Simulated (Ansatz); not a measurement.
A series of calculations on Li$_{8}$H$_{7}$ and related structures

## 1. Relaxation

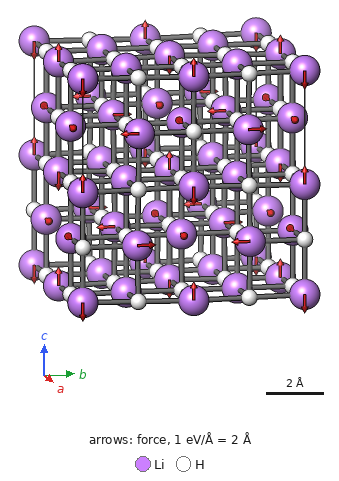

Starting geometry of a defect cell of composition Li8H7 (cell charge −1) with the computed forces as red arrows. The picture is a ball-and-stick view of the conventional cell (4 times the calculation's cell), seen slightly off an axis. Lengths and directions refer to the drawn axes.

Case: H vacancy (site b), charge -1, atoms relaxed at the host's cell.

The calculation used Ansatz 0.2.0, DFT PBE, scalar-relativistic, plane waves, PAW.

Input
```yaml
crystal:
  lattice:
    - [0.0, 4.0071000521, -4.0071000521]
    - [4.0071000521, 4.0071000521, 0.0]
    - [4.0071000521, 0.0, -4.0071000521]
  atoms:
    - { symbol: Li, position: [0.5043084896, 0.4956915104, -0.0043084896] }
    - { symbol: Li, position: [0.5043084896, 0.0043084896, -0.0043084896] }
    - { symbol: Li, position: [1.0, 0.5, 0.0] }
    - { symbol: Li, position: [0.9956915104, 0.0043084896, -0.0043084896] }
    - { symbol: Li, position: [0.5043084896, 0.4956915104, 0.5043084896] }
    - { symbol: Li, position: [0.5, 0.0, 0.5] }
    - { symbol: Li, position: [0.9956915104, 0.4956915104, 0.5043084896] }
    - { symbol: Li, position: [0.9956915104, 0.0043084896, 0.5043084896] }
    - { symbol: H, position: [0.25, 0.25, 0.25] }
    - { symbol: H, position: [0.75, 0.75, 0.25] }
    - { symbol: H, position: [0.75, 0.25, 0.25] }
    - { symbol: H, position: [0.25, 0.75, 0.75] }
    - { symbol: H, position: [0.25, 0.25, 0.75] }
    - { symbol: H, position: [0.75, 0.75, 0.75] }
    - { symbol: H, position: [0.75, 0.25, 0.75] }
  host:
    lattice:
      - [0.0, 2.003550026, 2.003550026]
      - [2.003550026, 0.0, 2.003550026]
      - [2.003550026, 2.003550026, 0.0]
    atoms:
      - { symbol: Li, position: [0.0, 0.0, 0.0] }
      - { symbol: H, position: [0.5, 0.5, 0.5] }
total_charge: -1
basis:
  ecutwfc: 420
  xc_grid: 2
kpoints:
  mp_grid: { grid: [5, 5, 5], shift: [0.0, 0.0, 0.0] }
hamiltonian:
  xc: pbe
scf:
  occupations: { method: gaussian, width: 0.01 }
output:
  forces: true
  stress: false
  eigenvalues: true
  charged_corrections:
    defect_position: [0.25, 0.75, 0.25]
    epsilon: [[14.9362, 0.0, 0.0], [0.0, 14.9362, 0.0], [0.0, 0.0, 14.9362]]
  write_density: true
  write_potential: true
  elf: true
  volumetric_format: npy
relax:
  adjacent_minimum: "off"
  f_tol: 0.025
  max_steps: 45
```

Run as
```bash
ansatz run input.yaml --threads 4 --pin off --max-ram 8192MiB --backend cpu --events-out ev --progress --plain --runs-dir out
```

Is this structure relaxed? If not, where do the atoms go?

Answer. It isn't relaxed: the largest force vector, on Li atoms, is 0.35 eV/Å. The atoms end up moving mostly along the starting forces (cosine between the two patterns 1.00). The largest moves, 0.067 Å, are those of Li1, Li2, Li4, Li5, Li7 and Li8. Li2 goes along −b. H stays in place. The cell stays as it was. Some distances before and after: Li1–H15 1.969 → 2.036 Å. Bond angles that change, for instance: Li1–H11–Li4 88.0° → 91.8°, Li1–H11–Li5 92.0° → 88.2°. The energy falls by 72.7 meV per cell of the calculation in 2 accepted moves (3 points after the start). Largest force component: 0.35 eV/Å at the start, 0.0029 eV/Å at the end. The line search rejected the trial step at point 1 of the run.

Limits of the set-up: the periodic images lie only 5.7 Å apart, so the values are limited by the cell's size; the cell is charged, on a uniform background, and energies carry no finite-size correction.

## 2. Relaxation

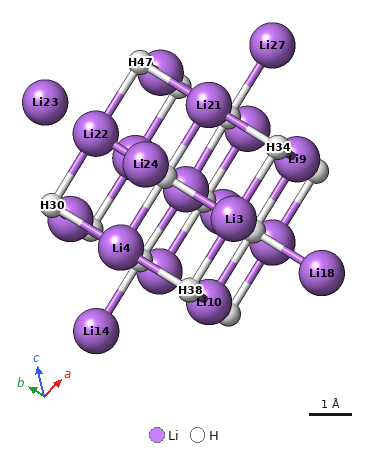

A defect cell of composition Li$_{27}$H$_{26}$ (cell charge −1) (coarse preliminary run), before the relaxation. A ball-and-stick model of the atoms within 4.2 Å of the atom that moves most (axes of the cell of the calculation), seen slightly off an axis.

Case: H vacancy (site b), charge -1, atoms relaxed at the host's cell.

Method: DFT PBE, scalar-relativistic, plane waves, PAW in Ansatz.

Settings: plane-wave cutoff 420 eV; k-point mesh 1 × 1 × 1; occupations gaussian; smearing width 0.01 eV; no spin polarisation; atoms relaxed in a fixed cell; force threshold 0.025 eV/Å; at most 45 steps.

```xyz
53
Lattice="0.0000 6.0107 -6.0107 6.0107 6.0107 0.0000 6.0107 0.0000 -6.0107" Properties=species:S:1:pos:R:3 pbc="T T T"
Li    3.9589    6.0106   -6.0106
Li    6.0107    8.0624   -6.0107
Li    8.0140   10.0179   -6.0107
Li    4.0104    4.0104   -4.0104
Li    6.0106    6.0107   -3.9589
Li    8.0109    8.0109   -4.0104
Li    4.0104    8.0109   -8.0109
Li    6.0106   10.0179   -8.0140
Li    8.0140   12.0213   -8.0140
Li    2.0034    6.0107   -4.0073
Li    4.0104    8.0109   -4.0104
Li    6.0107   10.0179   -4.0073
Li    8.0109    4.0104   -8.0109
Li    4.0073    6.0106   -2.0034
Li    6.0107    8.0140   -2.0034
Li    8.0140    8.0140  -12.0213
Li    4.0073   10.0179   -6.0106
Li    6.0107    6.0107  -12.0213
Li    6.0107    6.0107   -8.0624
Li    8.0109    8.0109   -8.0109
Li    4.0104    4.0104   -8.0109
Li    6.0107    3.9589   -6.0107
Li    8.0624    6.0107   -6.0107
Li    4.0073    2.0034   -6.0107
Li    6.0106    8.0140  -10.0179
Li    8.0109    4.0104   -4.0104
Li    4.0073    6.0106  -10.0179
H     8.0145    8.0145   -6.0107
H     4.0068    4.0068   -6.0107
H     6.0107    4.0068   -4.0068
H     8.0145    6.0107   -4.0068
H     4.0080    2.0026   -4.0080
H     6.0107    8.0145   -8.0145
H     8.0133   10.0187   -8.0133
H     4.0068    6.0107   -8.0145
H     4.0068    6.0107   -4.0068
H     6.0107    8.0145   -4.0068
H     2.0026    4.0080   -4.0080
H     4.0080    4.0080   -2.0026
H     6.0107    6.0107   -1.9968
H     2.0026    2.0026   -2.0026
H     4.0068    8.0145   -6.0107
H     6.0107   10.0245   -6.0107
H     1.9968    6.0107   -6.0107
H     8.0145    6.0107   -8.0145
H    10.0187    8.0133   -8.0133
H     6.0107    4.0068   -8.0145
H     8.0145    4.0068   -6.0107
H    10.0245    6.0106   -6.0107
H     6.0107    1.9968   -6.0107
H     8.0133    8.0133  -10.0187
H    10.0187   10.0187  -10.0187
H     6.0107    6.0107  -10.0245
```

> Where does the relaxation end?

Over 3 geometry steps the energy falls by 0.259 eV per cell of the calculation. Largest force component: 0.54 eV/Å at the start, 0.0071 eV/Å at the end. The largest moves, 0.10 Å, are those of Li1, Li2, Li5, Li19, Li22 and Li23. Li1 goes along [−1 1 1]. By element the largest moves are Li 0.10 Å, H 0.05 Å. The cell stays as it was. Among the contacts that change: Li1–H44 1.962 → 2.058 Å, Li10–H36 2.003 → 1.962 Å, Li19–H33 2.004 → 2.043 Å, Li11–H36 2.000 → 1.994 Å. Among the angles between lasting bonds that change: Li4–H29–Li21 179.7° → 176.1°. The run took 4.5 s on 4 threads of Intel(R) Xeon(R) Platinum 8488C (Sapphire Rapids) (shared host), peak memory 0.47 GiB.

After the run, drawn alike:

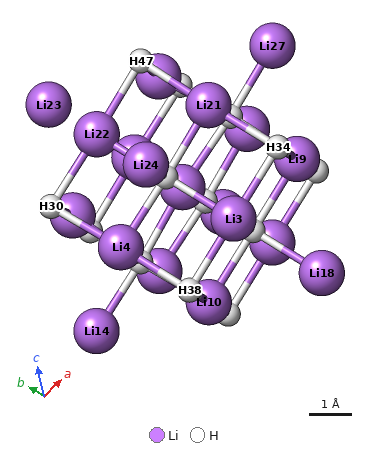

Limits of the set-up: the cell is charged, on a uniform background, and energies carry no finite-size correction.

## 3. Defect

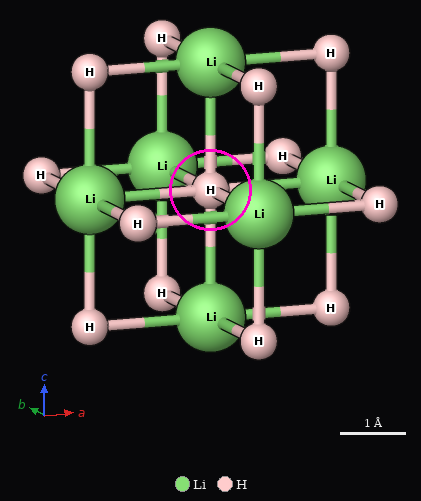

Perfect LiH. Style: ball-and-stick. Shown: the atoms within 3.3 Å of one point, slightly off an axis.

Level of theory: Ansatz, DFT PBE, scalar-relativistic, plane waves, PAW. Settings: plane-wave cutoff 420 eV; k-point mesh 1 × 1 × 1; occupations gaussian; smearing width 0.01 eV; collinear spin. The cell is small and the k-mesh coarse, so the numbers are rough. The axes drawn are those of the host's conventional cell.

A hydrogen atom is taken out (a vacancy) at the ringed place, in charge state 0. The supercell has 54 sites, and the atoms are relaxed at the host's cell.

### How do the neighbours respond?

Around the empty H site the host had 6 Li at 2.00 Å; after relaxation the nearest atoms are 6 Li at 2.05 Å. Of the host's atoms, a lithium atom moves furthest from its site, by 0.05 Å. The cell's net moment is 1.00 μB. Relaxing the atoms from the host's sites lowers the energy by 0.03 eV. At a tolerance of 0.02 Å the relaxed supercell has space group Fm-3m.

The relaxed defect, seen from the same direction:

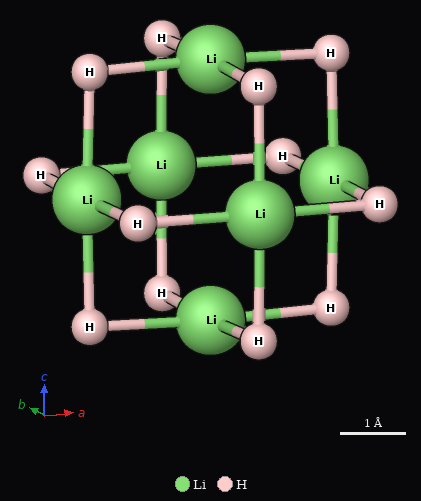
